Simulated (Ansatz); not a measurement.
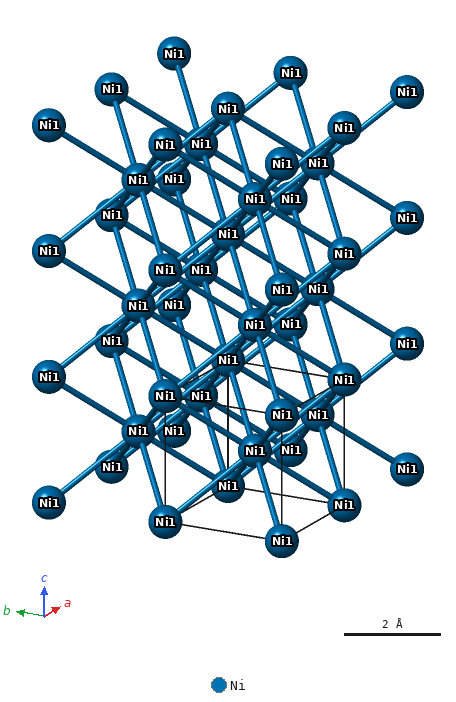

The structure (ball-and-stick view of the cell 2 times as large as that of the calculation, set on its symmetry axes, repeated 2 × 2 × 3, seen at an oblique angle; atoms are numbered from 1 in the order of the input).

# Two runs on Ni

System: Ni (Im-3m, 1 atom in the cell).
Method of the first run: DFT HSE06, scalar-relativistic, plane waves, PAW, spin-polarised (Ansatz 0.2.0).

The structure was built on a prototype by a generator; it need not be a known phase. Text and figures count atoms from 1; the logs count them from 0 in places.

### Input, the first run
```yaml
crystal:
  lattice:
    - [-1.391229164, 1.391229164, 1.391229164]
    - [1.391229164, -1.391229164, 1.391229164]
    - [1.391229164, 1.391229164, -1.391229164]
  atoms:
    - { symbol: Ni, position: [0.0, 0.0, 0.0], spin: 0.87 }
basis:
  ecutwfc: 420
  ecutrho_ratio: 4
kpoints:
  mp_grid: { grid: [10, 10, 10] }
hamiltonian:
  xc: hse06
scf:
  occupations: { method: gaussian, width: 0.05 }
output:
  forces: true
  stress: true
  eigenvalues: true
  populations: true
magnetization:
  spin_polarized: true
```

Hardware: 4 threads of an x86-64 CPU, shared host.

### Output, shortened to warnings, some set-up lines, iterations and results (the first run)
```
Warning: output.stress: scf.convergence.dr2_threshold = 1e-7 eV (the SCF's general default) is looser than the 1e-10 eV advised for a printed stress (1e-10 eV for each atom of the cell: 1). What an SCF threshold leaves in a stress goes as its square root, and in the free energy as the threshold itself, and one threshold admits the most on a small cell: of the crystals measured, under no hybrid …
Warning: output.stress: scf.exx.energy_threshold = 1e-6 eV is looser than the 1e-8 eV advised for a stress under a hybrid functional (1e-8 eV for each atom of the cell: 1). Every SCF of the exchange loop can meet its threshold on dr2 while the loop round them stops early: no threshold on dr2 bounds what that leaves in the stress. Set scf.exx.energy_threshold to 1e-8 eV or tighter. The threshold …
Basis set: ecut = 420 eV, 201 PW (Γ), exchange–correlation on 36×36×36 points (8 copies of the dense FFT grid, shifted against one another)
Symmetry: 48 space group operations
k-points: 47 of 1000
Initial density: superposition of atomic densities (chi_scale 0.1, normalization cell)
[...]
SCF iter   1: F=—  HF=-5839.592077 eV  |F-HF|=—  |Δ(HF+E_count)|=         —  Δρ=3.09e-2 (↑1.44e-2 ↓3.09e-2)  dr2=6.78e-2  dr2_m=1.92e-2  M=0.665 μB ∫|m|=0.689 μB  β_m=0.30  …
SCF iter   2: F=—  HF=-5839.599446 eV  |F-HF|=—  |Δ(HF+E_count)|=   7.37e-3  Δρ=1.29e-2 (↑8.25e-3 ↓1.29e-2)  dr2=2.44e-3  dr2_m=7.66e-3  M=0.676 μB ∫|m|=0.701 μB  β_m=0.30  …
SCF iter   3: F=—  HF=-5839.604113 eV  |F-HF|=—  |Δ(HF+E_count)|=   4.67e-3  Δρ=1.40e-2 (↑5.84e-3 ↓1.40e-2)  dr2=8.01e-3  dr2_m=5.88e-3  M=0.656 μB ∫|m|=0.693 μB  β_m=0.30  …
SCF iter   4: F=—  HF=-5839.609063 eV  |F-HF|=—  |Δ(HF+E_count)|=   4.95e-3  Δρ=7.04e-3 (↑6.32e-3 ↓7.04e-3)  dr2=1.44e-4  dr2_m=4.37e-3  M=0.642 μB ∫|m|=0.687 μB  β_m=0.30  …
SCF iter   5: F=—  HF=-5839.611285 eV  |F-HF|=—  |Δ(HF+E_count)|=   2.22e-3  Δρ=6.75e-3 (↑5.17e-3 ↓6.75e-3)  dr2=3.21e-4  dr2_m=3.44e-3  M=0.630 μB ∫|m|=0.681 μB  β_m=0.30  …
[... 28 lines ...]
SCF iter   1: F=—  HF=-5837.525098 eV  |F-HF|=—  |Δ(HF+E_count)|=         —  Δρ=2.04e-5 (↑2.04e-5 ↓1.90e-5)  dr2=5.08e-9  dr2_m=3.69e-8  M=0.666 μB ∫|m|=0.982 μB  β_m=0.30  …
SCF iter   2: F=—  HF=-5837.525098 eV  |F-HF|=—  |Δ(HF+E_count)|=   3.22e-8  Δρ=2.09e-5 (↑1.96e-5 ↓2.09e-5)  dr2=9.52e-10  dr2_m=3.93e-8  M=0.666 μB ∫|m|=0.982 μB  β_m=0.65  …
SCF iter   3: F=—  HF=-5837.525098 eV  |F-HF|=—  |Δ(HF+E_count)|=   9.48e-9  Δρ=1.22e-5 (↑1.04e-5 ↓1.22e-5)  dr2=3.53e-10  dr2_m=1.23e-8  M=0.666 μB ∫|m|=0.982 μB  β_m=0.82  …
SCF iter   4: F=-5837.525098 eV  HF=-5837.525098 eV  |F-HF|=2.66e-9  |Δ(HF+E_count)|=   4.94e-9  Δρ=4.32e-6 (↑4.32e-6 ↓2.31e-6)  dr2=2.52e-9  dr2_m=1.06e-10  M=0.666 μB …
SCF 4 converged in 4 iterations: F = -5837.525098 eV  dr2 = 2.52e-9
  Residual-converged pass: ⟨swp⟩=1.4  Hψ=1395  notcnv=0  max |occ|·‖R‖ = 2.4e-6 eV (tolerance 2.4e-6 eV)  dr2=2.52e-9  dr2_m=1.06e-10  dr2_onsite=8.38e-10  max |Δocc| = 7.6e-14
hybrid outer 3: dexx = +4.336e-8 eV, tail = 7.37e-9 eV, Δε = 9.96e-4 eV (about 1.74e-4 eV left of the loop's levels), ΔF = 2.39e-30 eV/Å (tail 1.18e-30)
this state was not tested for a lower state beside it, because the functional holds exact exchange (a hybrid, or Hartree-Fock), whose exchange loop this test does not read (fock_operator); the stability check (scf.self_checks: high) cannot read this state: a pseudopotential is PAW: the check reads …
hybrid SCF converged: 3 outer / 19 inner (+15 warm-up), last move |dexx| = 4.34e-8 eV, tail = 7.37e-9 eV
Magnetization: 0.6662 μB (9.3331 up, 8.6669 down)
Absolute magnetization: 0.9816 μB (∫|ρ↑−ρ↓|, with the PAW one-centre terms)
Spin contamination: 0.0748 ħ² per cell (⟨S²⟩ above its minimum at these occupations)
Per-site moments (μB) at R_I (Å): [(0.7885853840028836, 0.9939928337705743)]
Free energy (F): -5837.525098 eV
Frozen-core exchange: fock
Harris-Foulkes:  -5837.525098 eV  (|F-HF|=2.66e-9)
Internal energy: -5837.524764 eV  (E = F + TS)
E sigma→0 (E₀):  -5837.524931 eV
Entropy (-TS):   -0.000334 eV (-0.334 meV/atom)
Fermi energy:    17.856446 eV
--- Per-component energies (eV) ---
  E_band       = -333.484792
  E_kinetic    = 284.605909
  E_local      = -3437.443128  (includes V_loc(G=0)·N_el)
  E_nonlocal   = 643.450562
  E_hartree    = 1442.317567
  E_xc         = -68.160750
  E_vxc        = -86.992813  (∫ρ·V_xc dr)
  E_exx        = -95.706862  (= α·E_x^exact, valence–valence)
  E_paw        = -1555.331076  (= ΣΔE_a)
  E_vpaw       = -430.323511  (= ΣTr[D̂ρ^β])
  E_aug_tail   = 0.000405  (compensation charges beyond the density's cutoff)
  E_ewald      = -3051.041123
  E_core_change = -0.216269  (= ΣΔE_core)
  E_smearing   = -0.000334  (= −TS)
  E_closure    = -0.000000  (closes the sum)
  Σ components = -5837.525098   (vs F -5837.525098, Δ=0.00e0)
--- Forces (eV/Å), atoms counted from 1 ---
  atom   1  Ni    -0.00000000     0.00000000     0.00000000
  max |Σ_I F_I| component: 2.37e-30 eV/Å
--- Stress (GPa, compression-positive) ---
        0.947639       0.000000       0.000000
       -0.000000       0.947639       0.000000
       -0.000000       0.000000       0.947639
  P = ⅓ Tr σ = 0.9476 GPa (9.476 kbar)
--- Löwdin populations: 1 site ---
  site symbol       q [e]    m [muB]
     0     Ni     17.8008     0.7456
  spilling = 0.011067 (of n_electrons = 18.000000)
```

The input of the second run differs as follows (lines with − go, lines with + come):
```diff
-    - [-1.391229164, 1.391229164, 1.391229164]
-    - [1.391229164, -1.391229164, 1.391229164]
-    - [1.391229164, 1.391229164, -1.391229164]
+    - [-1.3934888238, 1.3934888238, 1.3934888238]
+    - [1.3934888238, -1.3934888238, 1.3934888238]
+    - [1.3934888238, 1.3934888238, -1.3934888238]
```

How does the second run compare with the first run?

With the same functional and potentials, the second run lies 0.26 meV per atom lower. The pressure goes from 0.95 to −0.01 GPa. The volume per atom goes from 10.77 to 10.82 Å³. The cell is scaled evenly with the atoms at fixed fractional positions, so −ΔP/Δ ln V estimates the bulk modulus midway between the two volumes: about 200 GPa. The SCF takes 33 iterations against 34.

### Output, shortened to warnings, some set-up lines, iterations and results (the second run)
```
Warning: output.stress: scf.convergence.dr2_threshold = 1e-7 eV (the SCF's general default) is looser than the 1e-10 eV advised for a printed stress (1e-10 eV for each atom of the cell: 1). What an SCF threshold leaves in a stress goes as its square root, and in the free energy as the threshold itself, and one threshold admits the most on a small cell: of the crystals measured, under no hybrid …
Warning: output.stress: scf.exx.energy_threshold = 1e-6 eV is looser than the 1e-8 eV advised for a stress under a hybrid functional (1e-8 eV for each atom of the cell: 1). Every SCF of the exchange loop can meet its threshold on dr2 while the loop round them stops early: no threshold on dr2 bounds what that leaves in the stress. Set scf.exx.energy_threshold to 1e-8 eV or tighter. The threshold …
Basis set: ecut = 420 eV, 201 PW (Γ), exchange–correlation on 36×36×36 points (8 copies of the dense FFT grid, shifted against one another)
Symmetry: 48 space group operations
k-points: 47 of 1000
Initial density: superposition of atomic densities (chi_scale 0.1, normalization cell)
[...]
SCF iter   1: F=—  HF=-5839.593953 eV  |F-HF|=—  |Δ(HF+E_count)|=         —  Δρ=3.13e-2 (↑1.48e-2 ↓3.13e-2)  dr2=7.28e-2  dr2_m=1.91e-2  M=0.665 μB ∫|m|=0.690 μB  β_m=0.30  …
SCF iter   2: F=—  HF=-5839.600979 eV  |F-HF|=—  |Δ(HF+E_count)|=   7.03e-3  Δρ=1.28e-2 (↑8.32e-3 ↓1.28e-2)  dr2=2.65e-3  dr2_m=7.57e-3  M=0.677 μB ∫|m|=0.702 μB  β_m=0.30  …
SCF iter   3: F=—  HF=-5839.605550 eV  |F-HF|=—  |Δ(HF+E_count)|=   4.57e-3  Δρ=1.39e-2 (↑5.85e-3 ↓1.39e-2)  dr2=8.19e-3  dr2_m=5.63e-3  M=0.657 μB ∫|m|=0.695 μB  β_m=0.30  …
SCF iter   4: F=—  HF=-5839.610450 eV  |F-HF|=—  |Δ(HF+E_count)|=   4.90e-3  Δρ=6.69e-3 (↑6.12e-3 ↓6.69e-3)  dr2=1.13e-4  dr2_m=4.04e-3  M=0.645 μB ∫|m|=0.690 μB  β_m=0.30  …
SCF iter   5: F=—  HF=-5839.612632 eV  |F-HF|=—  |Δ(HF+E_count)|=   2.18e-3  Δρ=6.39e-3 (↑4.95e-3 ↓6.39e-3)  dr2=2.89e-4  dr2_m=3.13e-3  M=0.634 μB ∫|m|=0.684 μB  β_m=0.30  …
[... 27 lines ...]
SCF iter   1: F=—  HF=-5837.525355 eV  |F-HF|=—  |Δ(HF+E_count)|=         —  Δρ=2.74e-5 (↑2.74e-5 ↓2.06e-5)  dr2=7.75e-9  dr2_m=5.58e-8  M=0.666 μB ∫|m|=0.984 μB  β_m=0.30  …
SCF iter   2: F=—  HF=-5837.525355 eV  |F-HF|=—  |Δ(HF+E_count)|=   2.86e-8  Δρ=2.54e-5 (↑2.32e-5 ↓2.54e-5)  dr2=1.11e-9  dr2_m=5.76e-8  M=0.666 μB ∫|m|=0.984 μB  β_m=0.65  …
SCF iter   3: F=—  HF=-5837.525355 eV  |F-HF|=—  |Δ(HF+E_count)|=   1.50e-8  Δρ=1.48e-5 (↑1.26e-5 ↓1.48e-5)  dr2=5.31e-10  dr2_m=1.84e-8  M=0.666 μB ∫|m|=0.984 μB  β_m=0.82  …
SCF iter   4: F=-5837.525355 eV  HF=-5837.525355 eV  |F-HF|=1.86e-9  |Δ(HF+E_count)|=   7.11e-9  Δρ=4.26e-6 (↑4.26e-6 ↓1.37e-6)  dr2=1.86e-9  dr2_m=2.15e-10  M=0.666 μB …
SCF 4 converged in 4 iterations: F = -5837.525355 eV  dr2 = 1.86e-9
  Residual-converged pass: ⟨swp⟩=1.6  Hψ=1479  notcnv=0  max |occ|·‖R‖ = 2.4e-6 eV (tolerance 2.4e-6 eV)  dr2=1.86e-9  dr2_m=2.14e-10  dr2_onsite=6.47e-10  max |Δocc| = 7.7e-14
hybrid outer 3: dexx = +4.599e-8 eV, tail = 5.76e-9 eV, Δε = 9.47e-4 eV (about 1.70e-4 eV left of the loop's levels), ΔF = 3.21e-30 eV/Å (tail 1.50e-30)
this state was not tested for a lower state beside it, because the functional holds exact exchange (a hybrid, or Hartree-Fock), whose exchange loop this test does not read (fock_operator); the stability check (scf.self_checks: high) cannot read this state: a pseudopotential is PAW: the check reads …
hybrid SCF converged: 3 outer / 18 inner (+15 warm-up), last move |dexx| = 4.60e-8 eV, tail = 5.76e-9 eV
Magnetization: 0.6662 μB (9.3331 up, 8.6669 down)
Absolute magnetization: 0.9839 μB (∫|ρ↑−ρ↓|, with the PAW one-centre terms)
Spin contamination: 0.0755 ħ² per cell (⟨S²⟩ above its minimum at these occupations)
Per-site moments (μB) at R_I (Å): [(0.7893054473962433, 0.9956072950729105)]
Free energy (F): -5837.525355 eV
Frozen-core exchange: fock
Harris-Foulkes:  -5837.525355 eV  (|F-HF|=1.86e-9)
Internal energy: -5837.525020 eV  (E = F + TS)
E sigma→0 (E₀):  -5837.525188 eV
Entropy (-TS):   -0.000335 eV (-0.335 meV/atom)
Fermi energy:    17.741270 eV
--- Per-component energies (eV) ---
  E_band       = -335.265533
  E_kinetic    = 284.514080
  E_local      = -3445.556759  (includes V_loc(G=0)·N_el)
  E_nonlocal   = 643.519676
  E_hartree    = 1445.519772
  E_xc         = -68.121141
  E_vxc        = -86.939940  (∫ρ·V_xc dr)
  E_exx        = -95.698072  (= α·E_x^exact, valence–valence)
  E_paw        = -1555.393128  (= ΣΔE_a)
  E_vpaw       = -430.443300  (= ΣTr[D̂ρ^β])
  E_aug_tail   = 0.000423  (compensation charges beyond the density's cutoff)
  E_ewald      = -3046.093602
  E_core_change = -0.216269  (= ΣΔE_core)
  E_smearing   = -0.000335  (= −TS)
  E_closure    = 0.000000  (closes the sum)
  Σ components = -5837.525355   (vs F -5837.525355, Δ=0.00e0)
--- Forces (eV/Å), atoms counted from 1 ---
  atom   1  Ni    -0.00000000     0.00000000     0.00000000
  max |Σ_I F_I| component: 3.16e-30 eV/Å
--- Stress (GPa, compression-positive) ---
       -0.008309      -0.000000       0.000000
       -0.000000      -0.008309       0.000000
       -0.000000      -0.000000      -0.008309
  P = ⅓ Tr σ = -0.0083 GPa (-0.083 kbar)
--- Löwdin populations: 1 site ---
  site symbol       q [e]    m [muB]
     0     Ni     17.8007     0.7460
  spilling = 0.011073 (of n_electrons = 18.000000)
```

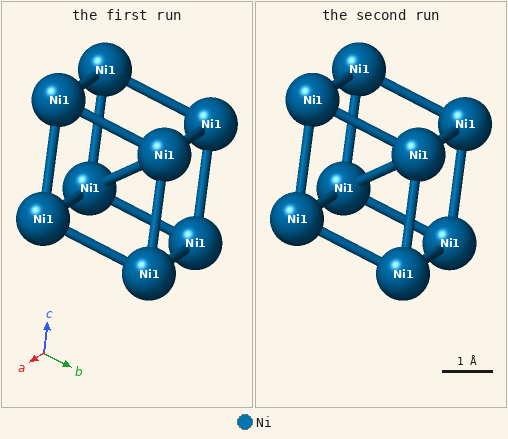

The two input geometries at one scale (ball-and-stick view of the cell of the calculation, seen slightly off an axis). No atom moves by more than 0.005 Å relative to the cell. The volume changes by +0.5 %, with a = b = c 2.410 → 2.414 Å (+0.2 %).

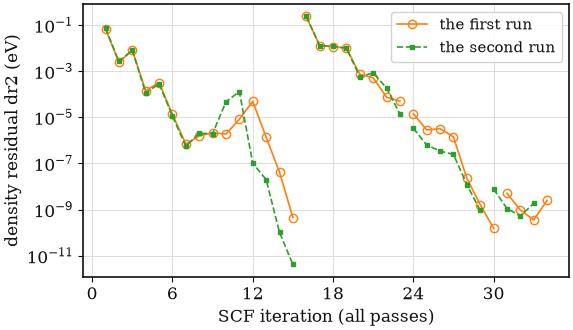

Convergence of the two runs: density residual dr2 against the SCF iteration. A break in a curve parts two SCF passes. The first run takes 34 iterations in all, and the second run takes 33.

### The two runs side by side

```tsv
quantity	the first run	the second run
outcome	converged	converged
free energy per atom (eV)	−5837.5251	−5837.5254
gap on the mesh (eV)	0.00	0.00
net moment of the cell (μB)	0.67	0.67
absolute moment of the cell (μB)	0.98	0.98
pressure (GPa)	0.95	−0.01
volume per atom (Å³)	10.77	10.82
largest force (eV/Å)	0.000	0.000
SCF iterations	34	33
irreducible k-points	47	47
plane waves at Γ	201	201
wall time (shared host)	16 s	16 s
```

For both runs: Warnings: the state was not tested for a lower one; the exchange loop's threshold is looser than advised for the stress; the SCF threshold is looser than advised for the printed stress.
